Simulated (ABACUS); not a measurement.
**Single-point calculation at one volume of an equation of state of TiO (part 2 of 2)**

TiO (P-6m2, 2 atoms in the cell); Kohn-Sham DFT of a periodic cell, LDA, PseudoDojo NC SR 0.4.1 LDA stringent, no spin polarisation (ABACUS 3.10.1); cutoff 1251.72 eV, 8×8×6 k-mesh, fermi-dirac of 0.05 eV. The structure derives from an entry of the Crystallography Open Database. It belongs to a series of runs on one base structure; here: volume scaled by 1.06.

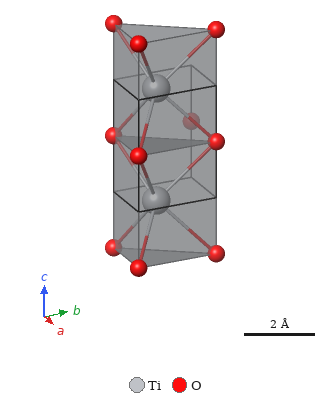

**Figure 1.** The structure (polyhedral view of the cell of the calculation, seen slightly off an axis; polyhedra are completed across the faces of the cell).

**The program's output, continued**
```
----------------------------------------------------------
 E_KohnSham     -151.8285980350      -2065.7340526282
 E_Harris       -151.7577815486      -2064.7705448996
 E_Fermi        0.7765700556         10.5657776519
----------------------------------------------------------

 PW ALGORITHM --------------- ION=   1  ELEC=   6--------------------------------

 Density error is 0.000173118605918
                          Error Threshold = 1.89721206023e-06
----------------------------------------------------------
     Energy           Rydberg                 eV
----------------------------------------------------------
 E_KohnSham     -151.8285583163      -2065.7335122276
 E_Harris       -151.7895136918      -2065.2022828578
 E_Fermi        0.7774055415         10.5771450211
----------------------------------------------------------

 PW ALGORITHM --------------- ION=   1  ELEC=   7--------------------------------

 Density error is 2.39566133253e-05
                          Error Threshold = 9.61770032876e-07
----------------------------------------------------------
     Energy           Rydberg                 eV
----------------------------------------------------------
 E_KohnSham     -151.8285703991      -2065.7336766225
 E_Harris       -151.8206733396      -2065.6262316150
 E_Fermi        0.7773555084         10.5764642865
----------------------------------------------------------

 PW ALGORITHM --------------- ION=   1  ELEC=   8--------------------------------

 Density error is 1.09736040913e-06
                          Error Threshold = 1.33092296252e-07
----------------------------------------------------------
     Energy           Rydberg                 eV
----------------------------------------------------------
 E_KohnSham     -151.8285726003      -2065.7337065710
 E_Harris       -151.8251761143      -2065.6874950084
 E_Fermi        0.7778511652         10.5832080432
----------------------------------------------------------

 PW ALGORITHM --------------- ION=   1  ELEC=   9--------------------------------

 Density error is 1.02321101736e-07
                          Error Threshold = 6.09644671738e-09
----------------------------------------------------------
     Energy           Rydberg                 eV
----------------------------------------------------------
 E_KohnSham     -151.8285727945      -2065.7337092123
 E_Harris       -151.8298766526      -2065.7514491124
 E_Fermi        0.7780274017         10.5856058639
----------------------------------------------------------

 PW ALGORITHM --------------- ION=   1  ELEC=  10--------------------------------

 Density error is 3.73460667904e-08
                          Error Threshold = 5.68450565201e-10
----------------------------------------------------------
     Energy           Rydberg                 eV
----------------------------------------------------------
 E_KohnSham     -151.8285727884      -2065.7337091299
 E_Harris       -151.8296580827      -2065.7484753167
 E_Fermi        0.7780454906         10.5858519748
----------------------------------------------------------

 PW ALGORITHM --------------- ION=   1  ELEC=  11--------------------------------

 Density error is 1.06615132854e-09
                          Error Threshold = 2.07478148836e-10
----------------------------------------------------------
     Energy           Rydberg                 eV
----------------------------------------------------------
 E_KohnSham     -151.8285727956      -2065.7337092277
 E_KS(sigma->0) -151.8285346749      -2065.7331905694
 E_Harris       -151.8284195559      -2065.7316242947
 E_band         -14.4286421611       -196.3117477939
 E_one_elec     -49.6845498682       -675.9929807723
 E_Hartree      31.7614629521        432.1368729649
 E_xc           -25.1891687904       -342.7162234336
 E_Ewald        -108.7162408478      -1479.1603406702
 E_entropy(-TS) -0.0000762413        -0.0010373165
 E_descf        0.0000000000         0.0000000000
 E_exx          0.0000000000         0.0000000000
 E_Fermi        0.7780161535         10.5854528240
----------------------------------------------------------

 charge density convergence is achieved
 final etot is -2065.7337092 eV
 EFERMI = 10.585452824 eV

 STATE ENERGY(eV) AND OCCUPATIONS    NSPIN == 1
 1/10 kpoint (Cartesian) = 0.0000 0.0000 0.0000 (2725 pws)
       1       -46.9039     0.00520833
       2       -23.5048     0.00520833
       3       -23.1977     0.00520833
       4       -23.1977     0.00520833
       5       -8.38749     0.00520833
       6        6.34025     0.00520833
       7        6.97215     0.00520833
       8        6.97215     0.00520833
       9        8.34670     0.00520833
      10        10.9383    4.47895e-06
      11        11.5051    5.35570e-11
      12        11.5051    5.35570e-11
      13        11.8645    4.04437e-14

 2/10 kpoint (Cartesian) = -0.040447 0.023352 0.0000 (2721 pws)
       1       -46.8981      0.0312500
       2       -23.4989      0.0312500
       3       -23.2421      0.0312500
       4       -23.2078      0.0312500
       5       -8.29101      0.0312500
       6        6.25451      0.0312500
       7        6.35467      0.0312500
       8        6.97826      0.0312500
       9        8.64522      0.0312500
      10        11.1737    2.42676e-07
      11        11.6225    3.06912e-11
      12        11.7079    5.55915e-12
      13        11.8170    6.27919e-13

 3/10 kpoint (Cartesian) = -0.080894 0.046704 0.0000 (2737 pws)
       1       -46.8841      0.0312500
       2       -23.4847      0.0312500
       3       -23.3481      0.0312500
       4       -23.2319      0.0312500
       5       -8.05216      0.0312500
       6        5.29107      0.0312500
       7        6.06546      0.0312500
       8        6.97712      0.0312500
       9        9.16892      0.0312500
      10        11.0505    2.85177e-06
      11        11.7043    5.97589e-12
      12        11.9600    3.59259e-14
      13        12.1082    1.85566e-15

 4/10 kpoint (Cartesian) = -0.12134 0.070057 0.0000 (2754 pws)
       1       -46.8701      0.0312500
       2       -23.4703      0.0312500
       3       -23.4523      0.0312500
       4       -23.2559      0.0312500
       5       -7.80357      0.0312500
       6        4.47227      0.0312500
       7        5.89739      0.0312500
       8        6.95632      0.0312500
       9        9.20171      0.0312500
      10        11.5526    1.24291e-10
      11        11.5945    5.37268e-11
      12        12.2060    2.62507e-16
      13        12.3817    7.81479e-18

 5/10 kpoint (Cartesian) = 0.16179 0.28023 0.0000 (2744 pws)
       1       -46.8643      0.0156250
       2       -23.4949      0.0156250
       3       -23.4644      0.0156250
       4       -23.2658      0.0156250
       5       -7.69728      0.0156250
       6        4.17073      0.0156250
       7        5.83296      0.0156250
       8        6.94279      0.0156250
       9        9.09284      0.0156250
      10        11.5498    6.56623e-11
      11        11.9241    3.68196e-14
      12        12.2295    8.19703e-17
      13        12.5846    6.75654e-20

 6/10 kpoint (Cartesian) = -0.040447 0.070057 0.0000 (2727 pws)
       1       -46.8882      0.0312500
       2       -23.4888      0.0312500
       3       -23.3123      0.0312500
       4       -23.2298      0.0312500
       5       -8.12321      0.0312500
       6        5.61671      0.0312500
       7        6.12058      0.0312500
       8        6.90510      0.0312500
       9        9.09908      0.0312500
      10        10.9372    2.75120e-05
      11        11.6707    1.17088e-11
      12        11.8970    1.26703e-13
      13        12.1330    1.13080e-15

[... levels at 4 further k points ...]

------------------------------------------------------------------------------------------
 TOTAL-FORCE (eV/Angstrom)
------------------------------------------------------------------------------------------
                       Ti1         0.0000000000         0.0000000000         0.0000000000
                        O1         0.0000000000         0.0000000000         0.0000000000
------------------------------------------------------------------------------------------

----------------------------------------------------------------
 TOTAL-STRESS (KBAR)
----------------------------------------------------------------
      -397.3690506469         0.0000000000         0.0000000000
         0.0000000000      -397.3690506456         0.0000000000
         0.0000000000         0.0000000000      -595.3922730562
----------------------------------------------------------------
 TOTAL-PRESSURE: -463.376791 KBAR

 --------------------------------------------
 !FINAL_ETOT_IS -2065.7337092276707153 eV
 --------------------------------------------
```

**Standard output**
```
ABACUS v3.10.1,OpenMP thread number: 1,Total thread number: 4,Local thread limit: 96

               Atomic-orbital Based Ab-initio Computation at UStc

 dft_functional readin is: pz
 dft_functional in pseudopot file is: SLAPWNOGXNOGC
 Please make sure this is what you need
 dft_functional readin is: pz
 dft_functional in pseudopot file is: SLA PW NOGXNOGC
 Please make sure this is what you need

%%%%%%%%%%%%%%%%%%%%%%%%%%%%%%%%%%%%%%%%%%%%%%%%%%%%%%%%%%%%%%%%%%%%%%%%%%%%%%%%%%%%%%%%%%%%%%%%%%%%%%%%%
 Warning: the number of valence electrons in pseudopotential > 4 for Ti: [Ar] 3d2 4s2
 Pseudopotentials with additional electrons can yield (more) accurate outcomes, but may be less efficient.
 If you're confident that your chosen pseudopotential is appropriate, you can safely ignore this warning.
%%%%%%%%%%%%%%%%%%%%%%%%%%%%%%%%%%%%%%%%%%%%%%%%%%%%%%%%%%%%%%%%%%%%%%%%%%%%%%%%%%%%%%%%%%%%%%%%%%%%%%%%%

 UNIFORM GRID DIM        : 36 * 36 * 40
 UNIFORM GRID DIM(BIG)   : 36 * 36 * 40
 ---------------------------------------------------------
 Self-consistent calculations for electrons
 ---------------------------------------------------------
 SPIN    KPOINTS         PROCESSORS  THREADS
 1       40              4           4
 ---------------------------------------------------------
 Use plane wave basis
 ---------------------------------------------------------
 ELEMENT NATOM       XC
 Ti      1
 O       1
 ---------------------------------------------------------
 Initial plane wave basis and FFT box
 ---------------------------------------------------------
 -------------------------------------------
 SELF-CONSISTENT :
 -------------------------------------------
 START CHARGE      : atomic
 ITER       ETOT/eV          EDIFF/eV         DRHO     TIME/s
 DA1     -2.06233207e+03   0.00000000e+00   4.7748e-01   0.30
 DA2     -2.05748394e+03   4.84813848e+00   3.7190e+00   0.31
 DA3     -2.06572567e+03  -8.24173249e+00   7.0387e-02   0.29
 DA4     -2.06568559e+03   4.00780660e-02   1.8320e-02   0.22
 DA5     -2.06573405e+03  -4.84619276e-02   3.4150e-04   0.28
 DA6     -2.06573351e+03   5.40400568e-04   1.7312e-04   0.24
 DA7     -2.06573368e+03  -1.64394881e-04   2.3957e-05   0.24
 DA8     -2.06573371e+03  -2.99485818e-05   1.0974e-06   0.24
 DA9     -2.06573371e+03  -2.64125901e-06   1.0232e-07   0.28
 DA10    -2.06573371e+03   8.23943448e-08   3.7346e-08   0.23
 DA11    -2.06573371e+03  -9.77597578e-08   1.0662e-09   0.29
----------------------------------------------------------------
 TOTAL-STRESS (KBAR)
----------------------------------------------------------------
      -397.3690506469         0.0000000000         0.0000000000
         0.0000000000      -397.3690506456         0.0000000000
         0.0000000000         0.0000000000      -595.3922730562
----------------------------------------------------------------
 TOTAL-PRESSURE: -463.376791 KBAR
```

The run was set up as follows.

**Input**
```python
"""ABACUS run from a structure file: ASE reads it, the script writes STRU, KPT and INPUT."""
import re
import subprocess
import spglib
from ase import Atoms
from ase.io import read
from ase.units import Bohr

atoms = read("TiO.cif")
cell, frac, numbers = spglib.standardize_cell((atoms.cell[:], atoms.get_scaled_positions(), atoms.numbers), to_primitive=True, symprec=1e-4)
atoms = Atoms(numbers=numbers, cell=cell, scaled_positions=frac, pbc=True)  # the primitive cell
atoms = atoms[(-atoms.numbers).argsort(kind="stable")]  # ABACUS lists atoms element by element
pseudo = {'Ti': 'Ti.upf', 'O': 'O.upf'}
orbital = {}
magmoms = None
kmesh = [8, 8, 6]
params = {
    'suffix': 'TiO',
    'calculation': 'scf',
    'basis_type': 'pw',
    'pseudo_dir': './',
    'symmetry': 1,
    'dft_functional': 'pz',
    'ecutwfc': 92,
    'pseudo_rcut': 7,
    'nspin': 1,
    'nbands': 13,
    'ks_solver': 'dav',
    'smearing_method': 'fd',
    'smearing_sigma': 0.00367493,
    'scf_thr': 1e-08,
    'scf_nmax': 100,
    'mixing_type': 'broyden',
    'mixing_beta': 0.7,
    'cal_force': 1,
    'cal_stress': 1,
    'kpar': 4,
}

symbols = atoms.get_chemical_symbols()
elements = list(dict.fromkeys(symbols))
lines = ["ATOMIC_SPECIES"] + [f"{e} {atoms.get_masses()[symbols.index(e)]:.4f} {pseudo[e]}" for e in elements]
if orbital:
    lines += ["", "NUMERICAL_ORBITAL"] + [orbital[e] for e in elements]
lines += ["", "LATTICE_CONSTANT", f"{1 / Bohr:.10f}", "", "LATTICE_VECTORS"]
lines += [" ".join(f"{x:.10f}" for x in v) for v in atoms.cell]
lines += ["", "ATOMIC_POSITIONS", "Direct"]
for e in elements:
    lines += ["", e, "0.0", str(symbols.count(e))]
    for i, p in enumerate(atoms.get_scaled_positions(wrap=False)):
        if symbols[i] == e:
            mag = "" if magmoms is None else " mag " + " ".join(str(x) for x in (magmoms[i] if isinstance(magmoms[i], list) else [magmoms[i]]))
            lines.append(" ".join(f"{x:.10f}" for x in p) + " 1 1 1" + mag)
open("STRU", "w").write("\n".join(lines) + "\n")
open("KPT", "w").write("K_POINTS\n0\nGamma\n%d %d %d 0 0 0\n" % tuple(kmesh))
open("INPUT", "w").write("INPUT_PARAMETERS\n" + "".join(f"{k:<20s}{v}\n" for k, v in params.items()))

done = subprocess.run(['mpirun', '-np', '4', 'abacus'])
if done.returncode:
    raise SystemExit(done.returncode)
log = open("OUT.TiO/running_scf.log").read()
print("final energy (eV):", re.findall(r"FINAL_ETOT_IS (\S+)", log))
```

**File TiO.cif**
```
data_TiO
_cell_length_a 3.09044646
_cell_length_b 3.09044646
_cell_length_c 3.30120044
_cell_angle_alpha 90.00000000
_cell_angle_beta 90.00000000
_cell_angle_gamma 120.00000000
_space_group_name_H-M_alt 'P-6m2'
_space_group_name_Hall 'P -6 2'
_space_group_IT_number 187
loop_
_space_group_symop_operation_xyz
'x,y,z'
'-x+y,-x,-z'
'-y,x-y,z'
'x,y,-z'
'-x+y,-x,z'
'-y,x-y,-z'
'-y,-x,-z'
'x,x-y,z'
'-x+y,y,-z'
'-y,-x,z'
'x,x-y,-z'
'-x+y,y,z'
loop_
_atom_site_label
_atom_site_type_symbol
_atom_site_symmetry_multiplicity
_atom_site_Wyckoff_symbol
_atom_site_fract_x
_atom_site_fract_y
_atom_site_fract_z
_atom_site_occupancy
Ti1 Ti 1 e 0.6666666667 0.3333333333 0.0000000000 1
O1 O 1 b 0.0000000000 0.0000000000 0.5000000000 1
```

**File INPUT**
```
INPUT_PARAMETERS
suffix              TiO
calculation         scf
basis_type          pw
pseudo_dir          ./
symmetry            1
dft_functional      pz
ecutwfc             92
pseudo_rcut         7
nspin               1
nbands              13
ks_solver           dav
smearing_method     fd
smearing_sigma      0.00367493
scf_thr             1e-08
scf_nmax            100
mixing_type         broyden
mixing_beta         0.7
cal_force           1
cal_stress          1
kpar                4
```

**File STRU**
```
ATOMIC_SPECIES
Ti 47.8670 Ti.upf
O 15.9990 O.upf

LATTICE_CONSTANT
1.8897261258

LATTICE_VECTORS
3.0904464600 0.0000000000 0.0000000000
-1.5452232300 2.6764051434 0.0000000000
0.0000000000 0.0000000000 3.3012004400

ATOMIC_POSITIONS
Direct

Ti
0.0
1
0.6666666667 0.3333333333 0.0000000000 1 1 1

O
0.0
1
0.0000000000 0.0000000000 0.5000000000 1 1 1
```

**File KPT**
```
K_POINTS
0
Gamma
8 8 6 0 0 0
```

Launch command:
```bash
OMP_NUM_THREADS=1 python run_abacus.py > log
```

**Key numbers**

```json
{"quantity": "outcome", "value": "converged"}
{"quantity": "space group (tolerance 0.01 Å)", "value": "P-6m2 (187)"}
{"quantity": "electrons treated", "value": "18"}
{"quantity": "free energy", "value": "−2065.7337 eV"}
{"quantity": "Fermi energy", "value": "10.585 eV"}
{"quantity": "gap on the k-point mesh", "value": "none (metallic)"}
{"quantity": "pressure", "value": "−46.34 GPa"}
{"quantity": "largest force (length of the vector)", "value": "under 0.001 eV/Å"}
{"quantity": "hardware", "value": "4 threads of AMD EPYC (Zen 5), 24 GiB of memory available, shared host"}
{"quantity": "wall time", "value": "3.8 s (CPU time 14 s)"}
{"quantity": "peak memory", "value": "0.36 GiB"}
```

**Notes**

The cell is under a tension of 46 GPa at this level, so it is not at its equilibrium volume.
